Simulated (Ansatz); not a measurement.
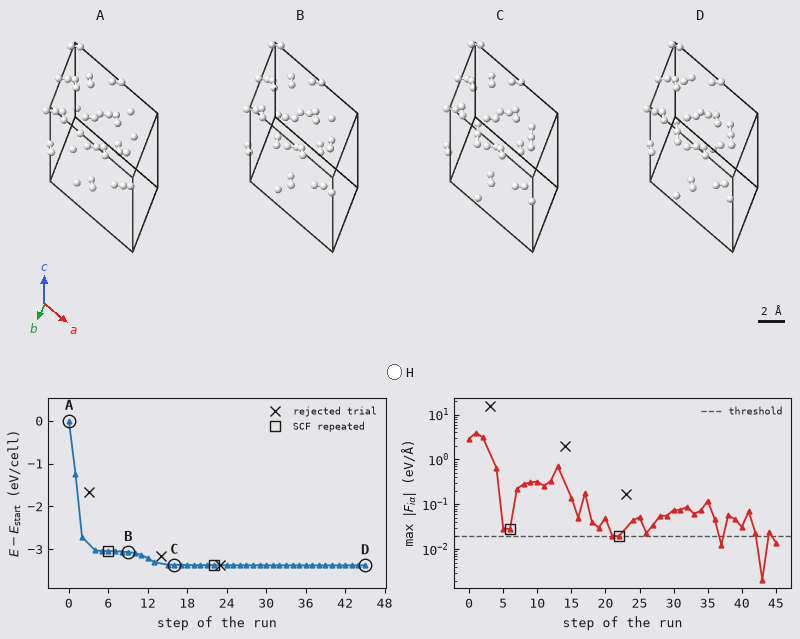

Frames of a relaxation of a defect cell of composition H (started half-way along a vacancy jump, in the symmetry of that start), marked on the history of the run. A ball-and-stick model of the conventional cell (2 times the calculation's cell) (origin shifted), seen from a free direction. Lengths and directions refer to the drawn axes.

These are results of Ansatz 0.2.0, DFT PBE, scalar-relativistic, plane waves, PAW, not measurements. Settings: plane-wave cutoff 420 eV; k-point mesh 4 × 4 × 4; occupations gaussian; smearing width 0.05 eV; no spin polarisation; atoms relaxed in a fixed cell; force threshold 0.02 eV/Å; at most 60 steps.

Question: What happens along the run?

Answer: The largest move is that of an H atom, 1.17 Å along −c. The lattice vectors keep their values. Near-neighbour distances that change, for instance: H–H 2.264 → 0.934 Å, H–H 1.616 → 0.933 Å. After 40 accepted moves (45 points after the start) the energy has fallen by 3.375 eV per cell of the calculation. The largest force component goes from 2.9 to 0.014 eV/Å. The line search rejected the trial steps at points 3, 14, 23 of the run. 2 steps only repeated the SCF at the same geometry. The forces were under the threshold at step 21, but the run went on from there. Cost: 77 s on 4 threads of AMD EPYC 9R45 96-Core Processor (Zen 5), on a shared host, peak memory 0.57 GiB. From step 0 to 9: an H atom moves most (0.60 Å), energy −3.064 eV per cell of the calculation. From step 9 to 16: an H atom moves most (0.78 Å), energy −0.299 eV per cell of the calculation. From step 16 to 45: an H atom moves most (0.67 Å), energy −12.0 meV per cell of the calculation.

| step | E − E(0), meV/atom | largest force component, eV/Å | note |
| --- | --- | --- | --- |
| 0 | 0.00 | 2.8974 |  |
| 1 | -82.01 | 3.9396 |  |
| 2 | -180.96 | 3.1007 |  |
| 3 | -111.06 | 15.2009 | rejected |
| 4 | -201.78 | 0.6573 |  |
| 5 | -202.59 | 0.0290 |  |
| 6 | -202.59 | 0.0285 | same geometry, SCF repeated |
| 7 | -202.90 | 0.2197 |  |
| 8 | -203.50 | 0.2845 |  |
| 9 | -204.29 | 0.3085 |  |
| 10 | -205.73 | 0.3230 |  |
| 12 | -213.80 | 0.3390 |  |
| 14 | -211.01 | 2.0017 | rejected |
| 16 | -224.22 | 0.0506 |  |
| 17 | -224.34 | 0.1785 |  |
| 19 | -224.63 | 0.0305 |  |
| 21 | -224.78 | 0.0197 |  |
| 23 | -224.74 | 0.1701 | rejected |
| 25 | -224.84 | 0.0519 |  |
| 27 | -224.87 | 0.0350 |  |
| 28 | -224.87 | 0.0558 |  |
| 30 | -224.89 | 0.0755 |  |
| 32 | -224.92 | 0.0885 |  |
| 34 | -224.94 | 0.0736 |  |
| 36 | -224.97 | 0.0482 |  |
| 38 | -224.99 | 0.0577 |  |
| 39 | -225.00 | 0.0464 |  |
| 41 | -225.01 | 0.0695 |  |
| 43 | -225.02 | 0.0021 |  |
| 45 | -225.02 | 0.0141 |  |

Limits of the set-up: the periodic images lie only 6.8 Å apart, so the values are limited by the cell's size.
